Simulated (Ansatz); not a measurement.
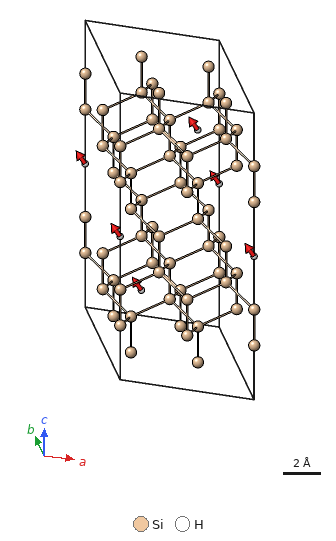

This is a relaxation of a defect cell of composition Si16H. The starting structure is drawn; red arrows show the displacements, at their true length.

Style: ball-and-stick. Shown: the conventional cell (3 times the calculation's cell) (origin shifted), from a free direction. Lengths and directions refer to the drawn axes.

It is an interstitial H in diamond Si. The run prepares the start of a later molecular dynamics calculation, from a guessed geometry.

These are results of DFT PBE-D3(BJ), scalar-relativistic, plane waves, PAW (Ansatz), not measurements. Settings: plane-wave cutoff 420 eV; k-point mesh 2 × 2 × 2; occupations fermi dirac; smearing width 0.02 eV; collinear spin; atoms relaxed in a fixed cell; force threshold 0.08 eV/Å; at most 25 steps.

Which element moves most?

Hydrogen: up to 0.93 Å, against 0.08 Å for silicon.

What did the optimiser do to the structure, and how much energy did it gain?

The atom that moves furthest is the H atom (0.93 Å along [−2 2 1]). Largest moves by element: H 0.93 Å, Si 0.08 Å. The cell stays as it was. Some distances before and after: H–Si 2.210 → 1.685 Å, H–Si 2.231 → 1.991 Å, Si–Si 2.351 → 2.383 Å, Si–Si 2.351 → 2.335 Å. New bonds form: H–Si (2.21 → 1.68 Å). Among the angles between lasting bonds that change: Si–Si–Si 109.5° → 106.9°. After 9 geometry steps the energy has fallen by 0.182 eV per cell of the calculation. The largest force component goes from 0.12 to 0.023 eV/Å. The forces were under the threshold at step 1, but the run went on from there. The program noted that the starting moments weren't kept.

Limits of the set-up: the k-point mesh is coarse for a cell with partly filled bands; the periodic images lie only 7.7 Å apart, so the values are limited by the cell's size.
